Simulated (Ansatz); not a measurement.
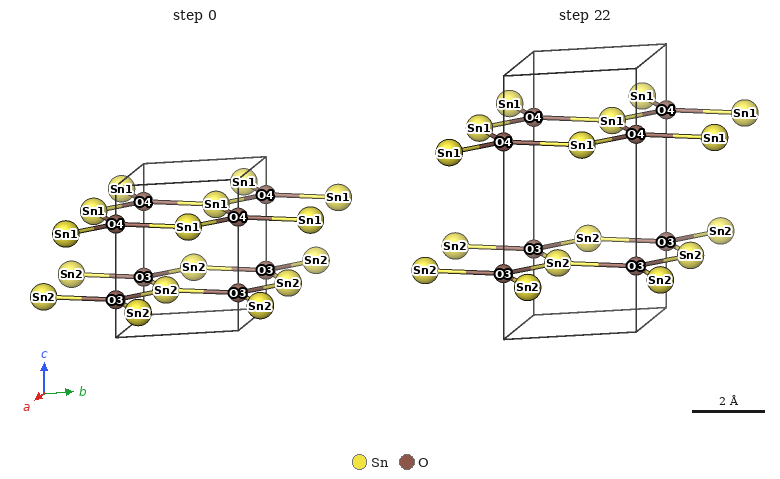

The structure of solid SnO (a generated structure, set up in P6_3/mmc) (coarse preliminary run) before (left) and after (right) a relaxation, at one scale.

The picture is a ball-and-stick view of the cell of the calculation, seen slightly off an axis.

All numbers below come from DFT PBE, scalar-relativistic, plane waves, PAW (Ansatz 0.2.0).

Input
```yaml
crystal:
  lattice:
    - [3.56850684, 0.0, 0.0]
    - [-1.78425342, 3.09041758, 0.0]
    - [0.0, 0.0, 4.28297037]
  atoms:
    - { symbol: Sn, position: [0.33333333, 0.66666667, 0.75] }
    - { symbol: Sn, position: [0.66666667, 0.33333333, 0.25] }
    - { symbol: O, position: [0.0, 0.0, 0.25] }
    - { symbol: O, position: [0.0, 0.0, 0.75] }
basis:
  ecutwfc: 420
kpoints:
  mp_grid: { grid: [6, 6, 4] }
hamiltonian:
  xc: pbe
scf:
  occupations: { method: gaussian, width: 0.1 }
  lower_state_search: "off"
output:
  forces: true
  stress: true
  eigenvalues: true
relax:
  adjacent_minimum: "off"
  f_tol: 0.04
  max_steps: 70
  cell: { stress_tol: 0.4 }
```

Launched with:
```bash
ansatz run input.yaml --threads 1 --pin off --max-ram 2048MiB --backend cpu --events-out ev --progress --plain --runs-dir out
```

Describe what moved and what it gained.

No atom moves by more than 0.005 Å relative to the cell. Cell: a = b 3.569 → 3.871 Å (+8.5 %), c 4.283 → 7.458 Å (+74.1 %). Volume +105.0 %. Some distances before and after: Sn1–O4 2.060 → 2.235 Å. The space group stays P6_3/mmc (No. 194). The energy falls by 1301 meV per atom in 18 accepted moves (22 points after the start). All forces vanish by symmetry, so only the cell relaxes. Pressure: 64.35 GPa at the start and 0.15 GPa at the end. At 4 points the geometry stayed and the basis and grid were re-selected for the new cell (energy shift of 150 meV per atom at most each time).
